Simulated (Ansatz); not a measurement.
Start from this file.

```
Ga Sb
1.0
     3.64789   -3.64789    0.00000
     3.64789    0.00000   -3.64789
    10.75988   10.75988   10.75988
Ga Sb
3 9
Direct
  0.00000 0.00000 0.64126
  0.33333 0.33333 0.41524
  0.66667 0.66667 0.18923
  0.66667 0.66667 0.35874
  0.00000 0.00000 0.81077
  0.33333 0.33333 0.58476
  0.66667 0.66667 0.69777
  0.00000 0.00000 0.47175
  0.33333 0.33333 0.24573
  0.66667 0.66667 0.52825
  0.00000 0.00000 0.30223
  0.33333 0.33333 0.75427
```

### Characterise the structure given above.

The solid is GaSb₃. The cell comprises 3 formula units: 3 Ga, 9 Sb. Ga takes three kinds of site: one a cell with eight Sb in a cubic arrangement at 3.16 Å; one a cell with eight Sb in a cubic arrangement at 3.16 Å; one a cell with four Sb at 3.16 Å. By contacts within bonding range, the coordination numbers are Sb 4 to 8 (mean 7.1). The bonds build GaSb3 layers parallel to (001).

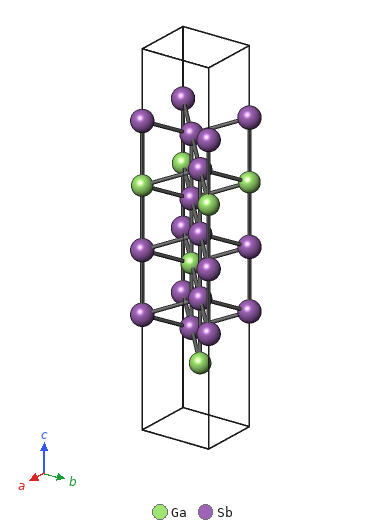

Crystal structure, ball-and-stick style, seen slightly off an axis. The simulation cell is outlined; an atom on or near a face, edge or corner is repeated at each equivalent position. Colours: gallium green, antimony purple.

It goes back to a structure listed in the Materials Project. The cell was then strained or its atoms displaced on purpose. It went into a calculation with Ansatz.
